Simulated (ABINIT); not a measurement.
## Single-point calculation, with input and output: HfO₂ (part 1 of 3)

The run: single-point calculation of HfO₂ (P4₂/nmc, 6 atoms in the cell). Method and program: Kohn-Sham DFT of a periodic cell, PBE, JTH PAW PBE v2.0, no spin polarisation (ABINIT 10.8.3).

The structure derives from a Materials Project entry.

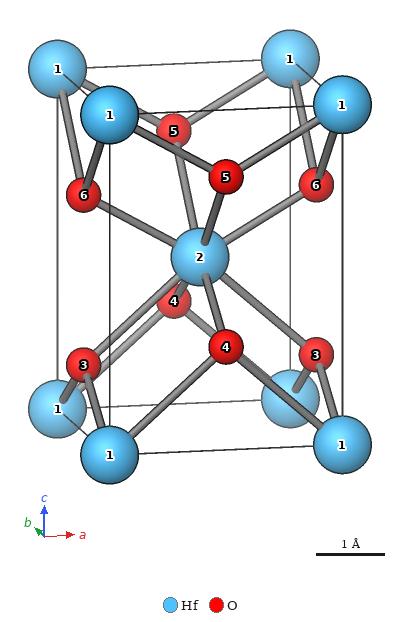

**Figure 1.** The structure (ball-and-stick view of the cell of the calculation, seen slightly off an axis; atoms are numbered from 1 in the order of the input).

## Input
```
pp_dirpath "./"
pseudos "Hf.GGA_PBE-JTH.xml, O.GGA_PBE-JTH.xml"

acell 3*1.0 Angstrom
rprim
     3.5580193300     0.0000000000     0.0000000000
     0.0000000000     3.5580193300     0.0000000000
     0.0000000000     0.0000000000     5.1718612100
ntypat 2
znucl 72 8
natom 6
typat 1 1 2 2 2 2
xred
     0.0000000000     0.0000000000     0.0000000000
     0.5000000000     0.5000000000     0.5000000000
     0.0000000000     0.5000000000     0.1972078800
     0.5000000000     0.0000000000     0.3027921200
     0.5000000000     0.0000000000     0.8027921200
     0.0000000000     0.5000000000     0.6972078800

ecut 625.861884 eV
pawecutdg 45.0

kptopt 1
ngkpt 6 6 4
nshiftk 1
shiftk 0.0 0.0 0.0

ixc 11

nband 29
occopt 3
tsmear 0.05 eV

nstep 100
tolvrs 1.0e-9

iomode 3
prtwf 0
prtden 0
prteig 0
prtebands 0
enunit 1
prtvol 2
```

Launched with:
```bash
abinit run.abi > log 2>&1
```

## What the program printed
```
.Version 10.8.3 of ABINIT
 Symmetries : space group P4_2/n m c (#137); Bravais tP (primitive tetrag.)
================================================================================
 Values of the parameters that define the memory need of the present run
     intxc =       0    ionmov =       0      iscf =      17    lmnmax =      18
     lnmax =       6     mgfft =      45  mpssoang =       3    mqgrid =    3001
     natom =       6  nloc_mem =       2    nspden =       1   nspinor =       1
    nsppol =       1      nsym =      16    n1xccc =       1    ntypat =       2
    occopt =       3   xclevel =       2
       mpw =        2346          nfft =       40500          nkpt =          30
 PAW method is used; the additional fine FFT grid is defined by:
   mgfftf=        60    nfftf =    121500
================================================================================
================================================================================

--------------------------------------------------------------------------------
------------- Echo of variables that govern the present computation ------------
--------------------------------------------------------------------------------
 -outvars: echo values of preprocessed input variables --------
            acell      1.8897261259E+00  1.8897261259E+00  1.8897261259E+00 Bohr
              amu      1.78490000E+02  1.59994000E+01
             ecut      2.30000000E+01 Hartree
           enunit           1
              ixc          11
         kptrlatt        6    0    0      0    6    0      0    0    4
          kptrlen      3.90936050E+01
            natom           6
            nband          29
            ngfft          30      30      45
          ngfftdg          45      45      60
             nkpt          30
            nstep         100
             nsym          16
           ntypat           2
           occopt           3
        pawecutdg      4.50000000E+01 Hartree
         pawxcdev           0
           prtden           0
        prtebands           0
           prteig           0
           prtvol           2
            prtwf           0
            rprim      3.5580193300E+00  0.0000000000E+00  0.0000000000E+00
                       0.0000000000E+00  3.5580193300E+00  0.0000000000E+00
                       0.0000000000E+00  0.0000000000E+00  5.1718612100E+00
          spgroup         137
           tolvrs      1.00000000E-09
           tsmear      1.83746611E-03 Hartree
            typat      1  1  2  2  2  2
           useylm           1
           xangst      0.0000000000E+00  0.0000000000E+00  0.0000000000E+00
                       1.7790096650E+00  1.7790096650E+00  2.5859306050E+00
                       0.0000000000E+00  1.7790096650E+00  1.0199317849E+00
                       1.7790096650E+00  0.0000000000E+00  1.5659988201E+00
                       1.7790096650E+00  0.0000000000E+00  4.1519294251E+00
                       0.0000000000E+00  1.7790096650E+00  3.6058623899E+00
            xcart      0.0000000000E+00  0.0000000000E+00  0.0000000000E+00
                       3.3618410422E+00  3.3618410422E+00  4.8867006241E+00
                       0.0000000000E+00  3.3618410422E+00  1.9273917405E+00
                       3.3618410422E+00  0.0000000000E+00  2.9593088835E+00
                       3.3618410422E+00  0.0000000000E+00  7.8460095076E+00
                       0.0000000000E+00  3.3618410422E+00  6.8140923646E+00
             xred      0.0000000000E+00  0.0000000000E+00  0.0000000000E+00
                       5.0000000000E-01  5.0000000000E-01  5.0000000000E-01
                       0.0000000000E+00  5.0000000000E-01  1.9720788000E-01
                       5.0000000000E-01  0.0000000000E+00  3.0279212000E-01
                       5.0000000000E-01  0.0000000000E+00  8.0279212000E-01
                       0.0000000000E+00  5.0000000000E-01  6.9720788000E-01
            znucl       72.00000    8.00000

================================================================================

 chkinp: Checking input parameters for consistency.

================================================================================
== DATASET  1 ==================================================================

--- !DatasetInfo
iteration_state: {dtset: 1, }
dimensions: {natom: 6, nkpt: 30, mband: 29, nsppol: 1, nspinor: 1, nspden: 1, mpw: 2346, }
cutoff_energies: {ecut:  23.0, pawecutdg:  45.0, }
electrons: {nelect:   4.80000000E+01, charge:   0.00000000E+00, occopt:   3.00000000E+00, tsmear:   1.83746611E-03, }
meta: {optdriver: 0, ionmov: 0, optcell: 0, iscf: 17, paral_kgb: 0, }
...

 Exchange-correlation functional for the present dataset will be:
  GGA: Perdew-Burke-Ernzerhof functional - ixc=11
  J.P.Perdew, K.Burke, M.Ernzerhof, PRL 77, 3865 (1996)

 Real(R)+Recip(G) space primitive vectors, cartesian coordinates (Bohr,Bohr^-1):
 R(1)=  6.7236821  0.0000000  0.0000000  G(1)=  0.1487280  0.0000000  0.0000000
 R(2)=  0.0000000  6.7236821  0.0000000  G(2)=  0.0000000  0.1487280  0.0000000
 R(3)=  0.0000000  0.0000000  9.7734012  G(3)=  0.0000000  0.0000000  0.1023185
 Unit cell volume ucvol=  4.4183495E+02 bohr^3
 Angles (23,13,12)=  9.00000000E+01  9.00000000E+01  9.00000000E+01 degrees

 Coarse grid specifications (used for wave-functions):

 getcut: wavevector=  0.0000  0.0000  0.0000  ngfft=  30  30  45
         ecut(hartree)=     23.000   => boxcut(ratio)=   2.06674

 Fine grid specifications (used for densities):

 getcut: wavevector=  0.0000  0.0000  0.0000  ngfft=  45  45  60
         ecut(hartree)=     45.000   => boxcut(ratio)=   2.03298

--- Pseudopotential description ------------------------------------------------
- pspini: atom type   1  psp file is ./Hf.GGA_PBE-JTH.xml
 Pseudopotential format is: paw10
 basis_size (lnmax)=  6 (lmn_size= 18), orbitals=   0   0   1   1   2   2
 Spheres core radius: rc_sph= 2.41119446
 Shapefunction is SIN type: shapef(r)=[sin(pi*r/rshp)/(pi*r/rshp)]**2
 Radius for shape functions =  2.41119446
 Compensation charge density is not taken into account in XC energy/potential

- pspini: atom type   2  psp file is ./O.GGA_PBE-JTH.xml
 Pseudopotential format is: paw10
 basis_size (lnmax)=  4 (lmn_size=  8), orbitals=   0   0   1   1
 Spheres core radius: rc_sph= 1.41465230
 Shapefunction is SIN type: shapef(r)=[sin(pi*r/rshp)/(pi*r/rshp)]**2
 Radius for shape functions =  1.20231231
 Compensation charge density is not taken into account in XC energy/potential

   9.79319831E+03                                ecore*ucvol(ha*bohr**3)
--------------------------------------------------------------------------------

================================================================================

--- !BeginCycle
iteration_state: {dtset: 1, }
solver: {iscf: 17, nstep: 100, nline: 4, wfoptalg: 10, }
tolerances: {tolvrs: 1.00E-09, }
...

     iter   Etot(hartree)      deltaE(h)  residm     nres2
 ETOT  1  -161.59087609336    -1.616E+02 3.923E+00 1.608E+01
 ETOT  2  -165.20079758796    -3.610E+00 6.920E-02 2.327E+01
 ETOT  3  -165.16860824774     3.219E-02 4.537E-02 1.334E+01
 ETOT  4  -165.20018257289    -3.157E-02 8.009E-03 2.596E+01
 ETOT  5  -165.11497178386     8.521E-02 9.193E-03 4.319E-02
 ETOT  6  -165.12460860183    -9.637E-03 7.594E-03 3.790E-02
 ETOT  7  -165.12474938397    -1.408E-04 1.477E-03 5.686E-02
 ETOT  8  -165.12461397084     1.354E-04 2.048E-03 8.980E-04
 ETOT  9  -165.12463278451    -1.881E-05 1.097E-03 9.524E-05
 ETOT 10  -165.12463284795    -6.344E-08 1.410E-03 9.809E-05
 ETOT 11  -165.12463257013     2.778E-07 8.777E-04 1.366E-05
 ETOT 12  -165.12463257042    -2.877E-10 9.710E-04 1.474E-06
 ETOT 13  -165.12463257251    -2.096E-09 5.132E-04 6.392E-07
 ETOT 14  -165.12463257220     3.108E-10 5.213E-04 1.760E-08
 ETOT 15  -165.12463257231    -1.117E-10 2.816E-04 7.691E-09
 ETOT 16  -165.12463257231     4.206E-12 2.473E-04 9.827E-10

 At SCF step   16       nres2   =  9.83E-10 < tolvrs=  1.00E-09 =>converged.

 Cartesian components of stress tensor (hartree/bohr^3)
  sigma(1 1)= -2.42593902E-04  sigma(3 2)=  0.00000000E+00
  sigma(2 2)= -2.42593902E-04  sigma(3 1)=  0.00000000E+00
  sigma(3 3)= -2.11445894E-04  sigma(2 1)=  0.00000000E+00

--- !ResultsGS
iteration_state: {dtset: 1, }
comment   : Summary of ground state results
lattice_vectors:
- [  6.7236821,   0.0000000,   0.0000000, ]
- [  0.0000000,   6.7236821,   0.0000000, ]
- [  0.0000000,   0.0000000,   9.7734012, ]
lattice_lengths: [   6.72368,    6.72368,    9.77340, ]
lattice_angles: [ 90.000,  90.000,  90.000, ] # degrees, (23, 13, 12)
lattice_volume:   4.4183495E+02
convergence: {deltae:  4.206E-12, res2:  9.827E-10, residm:  2.473E-04, diffor: null, }
etotal    :  -1.65124633E+02
entropy   :   0.00000000E+00
fermie    :   6.29036448E-02
cartesian_stress_tensor: # hartree/bohr^3
- [ -2.42593902E-04,   0.00000000E+00,   0.00000000E+00, ]
- [  0.00000000E+00,  -2.42593902E-04,   0.00000000E+00, ]
- [  0.00000000E+00,   0.00000000E+00,  -2.11445894E-04, ]
pressure_GPa:   6.8319E+00
xred      :
- [  0.0000E+00,   0.0000E+00,   0.0000E+00, Hf]
- [  5.0000E-01,   5.0000E-01,   5.0000E-01, Hf]
- [  0.0000E+00,   5.0000E-01,   1.9721E-01,  O]
- [  5.0000E-01,   0.0000E+00,   3.0279E-01,  O]
- [  5.0000E-01,   0.0000E+00,   8.0279E-01,  O]
- [  0.0000E+00,   5.0000E-01,   6.9721E-01,  O]
cartesian_forces: # hartree/bohr
- [ -0.00000000E+00,  -0.00000000E+00,  -1.44560290E-19, ]
- [ -0.00000000E+00,  -0.00000000E+00,  -1.44560290E-19, ]
- [ -0.00000000E+00,  -0.00000000E+00,   2.58922205E-03, ]
- [ -0.00000000E+00,  -0.00000000E+00,  -2.58922205E-03, ]
- [ -0.00000000E+00,  -0.00000000E+00,  -2.58922205E-03, ]
- [ -0.00000000E+00,  -0.00000000E+00,   2.58922205E-03, ]
force_length_stats: {min:   1.44560290E-19, max:   2.58922205E-03, mean:   1.72614804E-03, }
...

 Integrated electronic density in atomic spheres:
 ------------------------------------------------
 Atom  Sphere_radius  Integrated_density
    1        2.41119          9.51722723
    2        2.41119          9.54134542
    3        1.41465          4.63198775
    4        1.41465          4.63271682
    5        1.41465          4.63198775
    6        1.41465          4.63271682

================================================================================

 ----iterations are completed or convergence reached----
```
